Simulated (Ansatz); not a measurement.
# How much does C in Pt(111), 2x2 scatter?, part 3 of 3

How strong a scatterer is C in Pt(111), 2x2, and does relaxation matter?

Ansatz 0.2.0; Ansatz plane-wave DFT, PBE, PAW files; ballistic transport by layer matching (Landauer), zero bias; PAW set soft_1 (the session's first sound run).

So far, resistivity per at.% scaled from this dense plane, with the factor 3/4 for isotropic scattering (µΩ cm): step 3 (resistance at ideal sites) 3.38.

## 5. Transmission after relaxation, relaxed yes

The transmission is solved again on the relaxed atoms.

This step: Ansatz plane-wave DFT, PBE, PAW files; ballistic transport by layer matching (Landauer), zero bias; PAW set soft_1 (Ansatz 0.2.0).

Contents of input.yaml:

```yaml
crystal:
  lattice:
    - [5.5462627489, 0.0, 0.0]
    - [-2.7731313745, 4.8032044366, 0.0]
    - [-1.3865656872, 0.8005340728, 24.9067751428]
  atoms:
    - { symbol: Pt, position: [0.0075757576, 0.9924242424, 0.0454545455] }
    - { symbol: Pt, position: [0.0075757576, 0.4924242424, 0.0454545455] }
    - { symbol: Pt, position: [0.5075757576, 0.9924242424, 0.0454545455] }
    - { symbol: Pt, position: [0.5075757576, 0.4924242424, 0.0454545455] }
    - { symbol: Pt, position: [0.1893939394, 0.3106060606, 0.1363636364] }
    - { symbol: Pt, position: [0.1893939394, 0.8106060606, 0.1363636364] }
    - { symbol: Pt, position: [0.6893939394, 0.3106060606, 0.1363636364] }
    - { symbol: Pt, position: [0.6893939394, 0.8106060606, 0.1363636364] }
    - { symbol: Pt, position: [0.3712121212, 0.1287878788, 0.2272727273] }
    - { symbol: Pt, position: [0.3712121212, 0.6287878788, 0.2272727273] }
    - { symbol: Pt, position: [0.8712121212, 0.1287878788, 0.2272727273] }
    - { symbol: Pt, position: [0.8712121212, 0.6287878788, 0.2272727273] }
    - { symbol: Pt, position: [0.0526996412, 0.9469271773, 0.3165537998] }
    - { symbol: Pt, position: [0.0526705817, 0.4473294183, 0.3165483684] }
    - { symbol: Pt, position: [0.5528726724, 0.9471273276, 0.3168744567] }
    - { symbol: Pt, position: [0.5530728227, 0.4473003588, 0.3165537998] }
    - { symbol: Pt, position: [0.2343736998, 0.2656263002, 0.4056490896] }
    - { symbol: Pt, position: [0.2332072567, 0.7649677109, 0.4062091814] }
    - { symbol: Pt, position: [0.7350322891, 0.2667927433, 0.4062091814] }
    - { symbol: Pt, position: [0.7350367499, 0.7649632501, 0.4061557795] }
    - { symbol: Pt, position: [0.420166247, 0.079833753, 0.4963818235] }
    - { symbol: Pt, position: [0.420299625, 0.5914116635, 0.4962750694] }
    - { symbol: Pt, position: [0.9085883365, 0.079700375, 0.4962750694] }
    - { symbol: Pt, position: [0.9166093884, 0.5833906116, 0.4979907522] }
    - { symbol: Pt, position: [0.0946225464, 0.8936360603, 0.5931043314] }
    - { symbol: Pt, position: [0.0947560435, 0.4052439565, 0.5929990921] }
    - { symbol: Pt, position: [0.5983277556, 0.9016722444, 0.5914179928] }
    - { symbol: Pt, position: [0.6063639397, 0.4053774536, 0.5931043314] }
    - { symbol: Pt, position: [0.28056541, 0.21943459, 0.6836325115] }
    - { symbol: Pt, position: [0.2816029605, 0.7200018584, 0.6831744774] }
    - { symbol: Pt, position: [0.7799981416, 0.2183970395, 0.6831744774] }
    - { symbol: Pt, position: [0.7799891733, 0.7200108267, 0.6832280071] }
    - { symbol: C, position: [0.2574657226, 0.2425342774, 0.5446926648] }
    - { symbol: Pt, position: [0.4621212121, 0.0378787879, 0.7727272727] }
    - { symbol: Pt, position: [0.4621212121, 0.5378787879, 0.7727272727] }
    - { symbol: Pt, position: [0.9621212121, 0.0378787879, 0.7727272727] }
    - { symbol: Pt, position: [0.9621212121, 0.5378787879, 0.7727272727] }
    - { symbol: Pt, position: [0.1439393939, 0.8560606061, 0.8636363636] }
    - { symbol: Pt, position: [0.1439393939, 0.3560606061, 0.8636363636] }
    - { symbol: Pt, position: [0.6439393939, 0.8560606061, 0.8636363636] }
    - { symbol: Pt, position: [0.6439393939, 0.3560606061, 0.8636363636] }
    - { symbol: Pt, position: [0.3257575758, 0.1742424242, 0.9545454545] }
    - { symbol: Pt, position: [0.3257575758, 0.6742424242, 0.9545454545] }
    - { symbol: Pt, position: [0.8257575758, 0.1742424242, 0.9545454545] }
    - { symbol: Pt, position: [0.8257575758, 0.6742424242, 0.9545454545] }
kpoints:
  mp_grid: { grid: [5, 5, 1] }
hamiltonian:
  xc: pbe
  pseudopotentials: { kind: paw, azcp: { folder: soft_1 } }
scf:
  occupations: { method: fermi_dirac, width: 0.1 }
output:
  transmission:
    leads: [[0, 4]]
    kmesh: [10, 10]
    e_range: [-0.05, 0.05]
    de: 0.05
  write_potential: true
  write_density: true
  volumetric_format: npy
```

Run with:

```bash
> ansatz run input.yaml --threads 4 --pin off --max-ram 15360MiB --backend cpu --events-out ev --progress --plain --runs-dir out
```

Numbers of over 12 decimals in the logs are rounded to 6 here.

The program printed:

```text
[...]
Crystal: 45 atoms, lattice volume = 663.512 Å³
Basis set: ecut = 420 eV, 13001 PW (Γ)
Bands: 478, of which v1, the nominal top of the filled ones, is band 398 counted from 1 (397 counted from 0)
Symmetry: 2 space group operations
[...]
k-points: 9 of 25 (time reversal used)
[...]
SCF iter   1: F=—  HF=-551357.713141 eV  |F-HF|=—  |Δ(HF+E_count)|=         —  Δρ=1.13e-1  dr2=1.67e3  ethr=3.10e-3  ⟨swp⟩=4.8  Hψ=12907  notcnv=0  defer=199
[...]
SCF iter  11: F=-551335.494036 eV  HF=-551335.494036 eV  |F-HF|=5.88e-8  |Δ(HF+E_count)|=   1.41e-8  Δρ=7.94e-7  dr2=6.10e-8  ethr=1.26e-11  ⟨swp⟩=7.7  Hψ=13571  notcnv=0
SCF 1 converged in 11 iterations: F = -551335.494036 eV  dr2 = 6.10e-8
[...]
transmission: 139 of 1364 steps passed
transmission: 274 of 1364 steps passed
[...]
transmission: 1364 of 1364 steps passed
SCF converged after 11 iterations
Free energy (F): -551335.494036 eV
[...]
Internal energy: -551333.153960 eV  (E = F + TS)
E sigma→0 (E₀):  -551334.323998 eV
Entropy (-TS):   -2.340076 eV (-52.002 meV/atom)
Fermi energy:    23.620024 eV
[...]
--- Band table (eV; the first three rows and the last of 9) ---
  k-point 0: bands = [... 394 lower, 23.7681, 23.7833, 23.8202, 23.8217, 23.8325, 23.8440, 23.8719, 23.8813, ... 76 higher]
  k-point 1: bands = [... 394 lower, 23.5640, 23.6244, 23.6347, 23.6476, 23.6619, 23.6851, 23.7144, 23.7303, ... 76 higher]
  k-point 2: bands = [... 394 lower, 23.5630, 23.5885, 23.6445, 23.6594, 23.6749, 23.6860, 23.7294, 23.7663, ... 76 higher]
  k-point 8: bands = [... 394 lower, 23.6192, 23.6201, 23.6575, 23.6595, 23.6754, 23.6978, 23.7648, 23.7658, ... 76 higher]
--- Transmission ---
  basis      : 241 plane waves across, 44 finite elements along
  points     : 31, standing for a mesh of 10 x 10
[...]
channels       : 6.930000e0 a spin
[...]
junction   : crystal 0 to crystal 0, 0.70 to 23.34 Å
    transmission   : 4.415077e0 a spin
[...]
```

It took 3.7 min on 4 threads of Intel Xeon Platinum 8488C (Sapphire Rapids), shared host; peak memory 6.2 GiB.

Numbers from this step:

| Quantity | Value |
| --- | --- |
| free energy | -551335.4940 eV |
| energy at zero smearing | -551334.3240 eV |
| transmission per spin nearest the Fermi level | 4.415 |
| open channels per spin nearest the Fermi level | 6.93 |
| step of the lead's potential | 2.7 meV |

Per spin. The transmission, zone mean by energy, zero at the Fermi level:

```
energy (eV)  transmission, zone mean
    -0.0500                     4.56
     0.0000                     4.42
     0.0500                     4.05
```

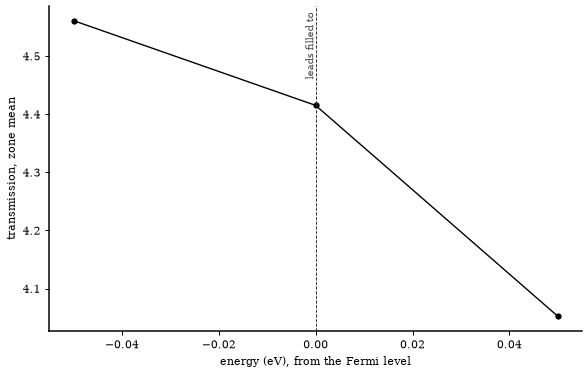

Transmission, zone mean, plotted against energy.

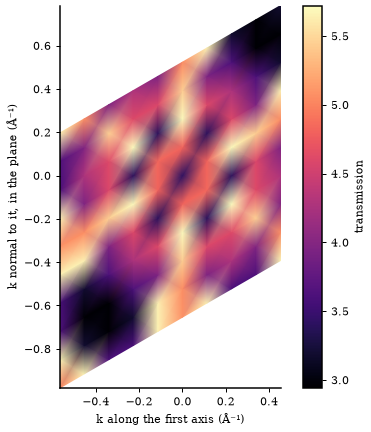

Transmission over k1 and k2. At 0.0000 eV from the Fermi level.

Over the solved energies the transmission per spin lies between 4.05 and 4.56, out of 6.75 channels of the lead on average (up to 7.04).

## 6. Resistance after relaxation

This step: Ansatz plane-wave DFT, PBE, PAW files; ballistic transport by layer matching (Landauer), zero bias; area resistance of the defect plane and resistivity an atomic per cent; PAW set soft_1 (Ansatz 0.2.0).

This step gave:

```yaml
area_resistance: 0.2826 fΩ m²
t_over_the_leads_mean_channel_count: 0.6431
resistivity_per_at_scaled_from_this_dense_plane_with_the_factor_3_over_4_for_isotropic_scattering: 3.744 µΩ cm
```

Averaged over the energies near the Fermi level, 64.3 % of the channels pass, which makes 0.283 fΩ m², against 0.255 on ideal sites.

## 7. The same junction, with changed settings

The same run once more with an input made wrong on purpose.

This step: Ansatz plane-wave DFT, PBE, PAW files; ballistic transport by layer matching (Landauer), zero bias; changed: output.transmission.temperature = 0, scf.max_iter = 50 (Ansatz 0.2.0).

Contents of input.yaml:

```yaml
crystal:
  lattice:
    - [5.5462627489, 0.0, 0.0]
    - [-2.7731313745, 4.8032044366, 0.0]
    - [-1.3865656872, 0.8005340728, 24.9067751428]
  atoms:
    - { symbol: Pt, position: [0.0075757576, 0.9924242424, 0.0454545455] }
    - { symbol: Pt, position: [0.0075757576, 0.4924242424, 0.0454545455] }
    - { symbol: Pt, position: [0.5075757576, 0.9924242424, 0.0454545455] }
    - { symbol: Pt, position: [0.5075757576, 0.4924242424, 0.0454545455] }
    - { symbol: Pt, position: [0.1893939394, 0.3106060606, 0.1363636364] }
    - { symbol: Pt, position: [0.1893939394, 0.8106060606, 0.1363636364] }
    - { symbol: Pt, position: [0.6893939394, 0.3106060606, 0.1363636364] }
    - { symbol: Pt, position: [0.6893939394, 0.8106060606, 0.1363636364] }
    - { symbol: Pt, position: [0.3712121212, 0.1287878788, 0.2272727273] }
    - { symbol: Pt, position: [0.3712121212, 0.6287878788, 0.2272727273] }
    - { symbol: Pt, position: [0.8712121212, 0.1287878788, 0.2272727273] }
    - { symbol: Pt, position: [0.8712121212, 0.6287878788, 0.2272727273] }
    - { symbol: Pt, position: [0.053030303, 0.946969697, 0.3181818182] }
    - { symbol: Pt, position: [0.053030303, 0.446969697, 0.3181818182] }
    - { symbol: Pt, position: [0.553030303, 0.946969697, 0.3181818182] }
    - { symbol: Pt, position: [0.553030303, 0.446969697, 0.3181818182] }
    - { symbol: Pt, position: [0.2348484848, 0.2651515152, 0.4090909091] }
    - { symbol: Pt, position: [0.2348484848, 0.7651515152, 0.4090909091] }
    - { symbol: Pt, position: [0.7348484848, 0.2651515152, 0.4090909091] }
    - { symbol: Pt, position: [0.7348484848, 0.7651515152, 0.4090909091] }
    - { symbol: Pt, position: [0.4166666667, 0.0833333333, 0.5] }
    - { symbol: Pt, position: [0.4166666667, 0.5833333333, 0.5] }
    - { symbol: Pt, position: [0.9166666667, 0.0833333333, 0.5] }
    - { symbol: Pt, position: [0.9166666667, 0.5833333333, 0.5] }
    - { symbol: Pt, position: [0.0984848485, 0.9015151515, 0.5909090909] }
    - { symbol: Pt, position: [0.0984848485, 0.4015151515, 0.5909090909] }
    - { symbol: Pt, position: [0.5984848485, 0.9015151515, 0.5909090909] }
    - { symbol: Pt, position: [0.5984848485, 0.4015151515, 0.5909090909] }
    - { symbol: Pt, position: [0.2803030303, 0.2196969697, 0.6818181818] }
    - { symbol: Pt, position: [0.2803030303, 0.7196969697, 0.6818181818] }
    - { symbol: Pt, position: [0.7803030303, 0.2196969697, 0.6818181818] }
    - { symbol: Pt, position: [0.7803030303, 0.7196969697, 0.6818181818] }
    - { symbol: C, position: [0.2575757576, 0.2424242424, 0.5454545455] }
    - { symbol: Pt, position: [0.4621212121, 0.0378787879, 0.7727272727] }
    - { symbol: Pt, position: [0.4621212121, 0.5378787879, 0.7727272727] }
    - { symbol: Pt, position: [0.9621212121, 0.0378787879, 0.7727272727] }
    - { symbol: Pt, position: [0.9621212121, 0.5378787879, 0.7727272727] }
    - { symbol: Pt, position: [0.1439393939, 0.8560606061, 0.8636363636] }
    - { symbol: Pt, position: [0.1439393939, 0.3560606061, 0.8636363636] }
    - { symbol: Pt, position: [0.6439393939, 0.8560606061, 0.8636363636] }
    - { symbol: Pt, position: [0.6439393939, 0.3560606061, 0.8636363636] }
    - { symbol: Pt, position: [0.3257575758, 0.1742424242, 0.9545454545] }
    - { symbol: Pt, position: [0.3257575758, 0.6742424242, 0.9545454545] }
    - { symbol: Pt, position: [0.8257575758, 0.1742424242, 0.9545454545] }
    - { symbol: Pt, position: [0.8257575758, 0.6742424242, 0.9545454545] }
kpoints:
  mp_grid: { grid: [5, 5, 1] }
hamiltonian:
  xc: pbe
  pseudopotentials: { kind: paw, azcp: { folder: soft_1 } }
scf:
  occupations: { method: fermi_dirac, width: 0.1 }
  max_iter: 50
output:
  transmission:
    leads: [[0, 4]]
    kmesh: [12, 12]
    e_range: [-0.1, 0.1]
    de: 0.05
    temperature: 0
  write_potential: true
  write_density: true
  volumetric_format: npy
```

The program printed:

```text
Error: invalid value for `output.transmission.temperature`: must be finite and ≥ 1.2; got 0 K
```

It took 0.05 s on 4 threads; peak memory 0.073 GiB.

The program refused the input before any cycle.

The program's message: “Error: invalid value for `output.transmission.temperature`: must be finite and ≥ 1.2; got 0 K”

The change that led to it: output.transmission.temperature = 0.

## 8. Outcome

```
share of channels that pass, rigid                                : 0.659
area resistance, rigid                                            : 0.255 fΩ m²
resistivity per at.% from the area resistance, times 3/4, rigid   : 3.38 µΩ cm
share of channels that pass, relaxed                              : 0.643
area resistance, relaxed                                          : 0.283 fΩ m²
resistivity per at.% from the area resistance, times 3/4, relaxed : 3.74 µΩ cm
```

**Reading.** The plane of defects adds 0.28 fΩ m². Scaled to one atomic per cent that is 5.0 µΩ cm as it stands and 3.7 with the factor 3/4 for isotropic scattering on a spherical Fermi surface; with the reflection in place of the resistance taken as linear in the density it would be 2.4. These are rough estimates of the dilute value, not bounds. One C in each 2x2 cell reflects 36 % of the lead's channels. The relaxed cell differs by 11 % in resistance; between the two runs the lead's own channel count goes from 6.98 to 6.75, so sampling may have a part in it. The defects form a dense periodic sheet that scatters coherently, unlike a dilute random alloy. T and N are means over the solved energies nearest the Fermi level. Spin-orbit coupling is left out, which matters for Pt.

[Logs are printed without paths, hosts, clocks, repeated set-up lines and the standing remarks that a program may print on its own settings, such as how far it seeks lower states.]

[Hosts, paths, dates, database ids (printed as entryN), source tags and the programs' standing remarks are cut or masked in the printed files.]
